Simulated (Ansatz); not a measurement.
Ge: several calculations on one system

**1. Relaxation**

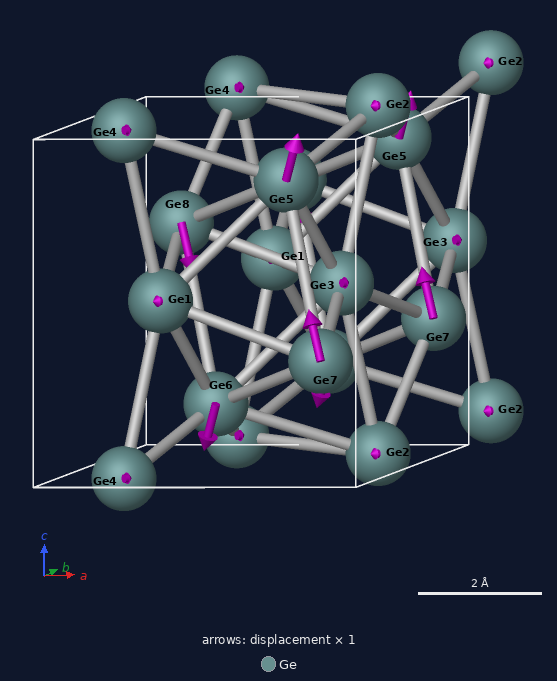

A relaxation of solid Ge (set up in Cmce). The starting structure is drawn; purple arrows show the displacements (the part carried along by the change of the cell is left out), at their true length.

The picture is a ball-and-stick view of the cell of the calculation, repeated 1 × 2 × 1 with one cell outlined, seen slightly off an axis.

Theory: DFT PBEsol, scalar-relativistic, plane waves, PAW (Ansatz). Set-up: plane-wave cutoff 420 eV; k-point mesh 8 × 8 × 6; occupations gaussian; smearing width 0.1 eV; no spin polarisation; cell and atoms relaxed; force threshold 0.005 eV/Å; at most 80 steps.

Question: What did the optimiser do to the structure, and how much energy did it gain?

Answer: The energy falls by 76.5 meV per atom in 24 accepted moves (29 points after the start). The largest force component goes from 0.083 to 0.001 eV/Å. The pressure goes from −0.32 to −0.01 GPa. The line search rejected the trial steps at points 9, 18, 19 of the run. At 2 points the geometry stayed and the basis and grid were re-selected for the new cell (energy shift of 2.2 meV per atom at most each time). The largest moves relative to the cell, 0.89 Å, are those of Ge5, Ge6, Ge7 and Ge8. Ge8 goes along [1 −1 −3]. The drawn cell changes as follows: a = b 5.273 → 5.734 Å (+8.7 %), c 5.750 → 5.187 Å (−9.8 %), γ 69.3° → 59.8°; the volume changes by −1.5 %. Near-neighbour distances that change, for instance: Ge5–Ge6 4.382 → 3.111 Å, Ge1–Ge5 2.852 → 3.654 Å, Ge5–Ge8 3.180 → 3.859 Å, Ge5–Ge7 3.040 → 2.606 Å. Bond angles that change, for instance: Ge7–Ge1–Ge8 101.1° → 70.0°, Ge1–Ge7–Ge3 78.9° → 110.0°, Ge4–Ge1–Ge8 117.8° → 99.4°. The space group (tolerance 0.01 Å) goes from Cmce (No. 64) to Fmmm (No. 69).

**2. Dynamics**

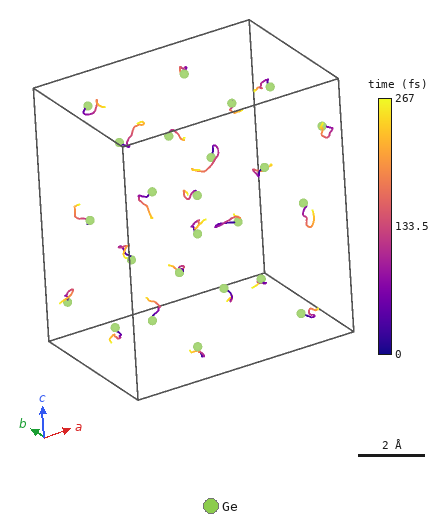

Molecular dynamics of a 24-atom cell of Ge, 267 fs long. It starts from the last geometry of an earlier run, with fresh velocities. Lines trace each atom's path, coloured by time; spheres stand at the starting positions. Seen slightly off an axis in the simulation cell.

Method: Ansatz 0.2.0, DFT PBEsol, scalar-relativistic, plane waves, PAW. Run with plane-wave cutoff 420 eV; k-point mesh 2 × 2 × 2; Fermi-Dirac smearing 0.129 eV; volume 1.04 times that of the relaxed crystal; Langevin thermostat (NVT); set temperature 1500 K; time step 3 fs; friction 0.02 per fs.

**What do the traces tell about the motion?**

In the second half of the run the atoms are, in the root-mean-square, this far from where they began (common drift taken out): Ge 0.53 Å. Against the typical shortest distance between atoms in the first frame, about 2.6 Å these are large excursions, but over 267 fs one can't yet tell strong vibration from the start of diffusion.

Limits of the set-up: the k-point mesh is coarse for a cell with partly filled bands.

**3. Dynamics**

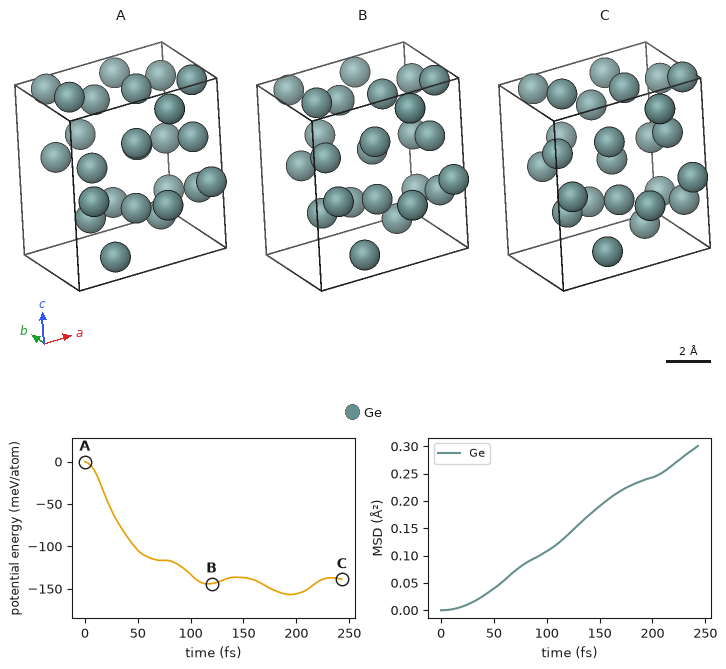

First-principles dynamics of a 24-atom cell of Ge, 243 fs long. It starts from the last geometry of an earlier run, with fresh velocities. Frames (A at 0 fs, B at 120 fs, C at 243 fs) and the history of the run. The picture is a spheres-only view of the simulation cell, seen slightly off an axis.

Method: Ansatz 0.2.0, DFT PBEsol, scalar-relativistic, plane waves, PAW. Run with plane-wave cutoff 420 eV; k-point mesh 2 × 2 × 2; Fermi-Dirac smearing 0.05 eV; volume 1.05 times that of the relaxed crystal; Langevin thermostat (NVT); set temperature 500 K; time step 3 fs; friction 0.02 per fs.

Question: Describe the run.

Answer: Root-mean-square distances from the starting positions over the second half, with the common drift of all atoms taken out: Ge 0.48 Å. Against the typical shortest distance between atoms in the first frame, about 2.3 Å these are large excursions, but over 243 fs one can't yet tell strong vibration from the start of diffusion. Over the second half the temperature averages 572 K (spread ±68 K). The potential energy in the second half lies on average 144 meV per atom below the first frame. The first frame is far from relaxed (forces up to 2.5 eV/Å), so much of the motion is the structure settling. The mean pressure there is 4.3 GPa.

Limits of the set-up: the k-point mesh is coarse for a cell with partly filled bands.

Cost: 7.9 min on 4 threads of AMD EPYC 9R14 (Zen 4) (shared host), peak memory 2.1 GiB.
